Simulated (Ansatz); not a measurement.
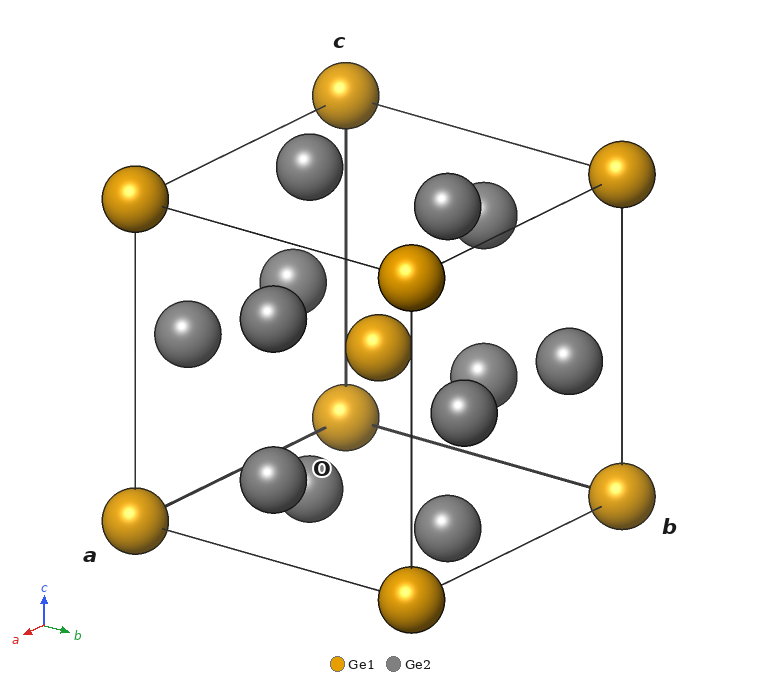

Crystal: Ge, the input geometry of an electronic-structure calculation (not necessarily at equilibrium); the starting structure was generated, so it need not be a known form of this composition. One unit cell; atoms that symmetry makes equivalent share a colour (atoms on faces, edges and corners are repeated). The drawing is computed from the coordinates (standard cell, symmetry found to 0.002 Å).

a = 5.467 Å, b = 5.467 Å, c = 5.467 Å, α = 90.00°, β = 90.00°, γ = 90.00°; space group Pm-3n (No. 223).

One atom of each site: Ge1 (0, 0, 0); Ge2 (1/4, 0, 1/2).

**Give the multiplicity, Wyckoff letter and site symmetry of each site.**

```
site  Wyckoff  symmetry
 Ge1       2a      m-3.
 Ge2       6c     -4m.2
```

**How many free positional parameters does the structure have?**

0: Ge1 0, Ge2 0.
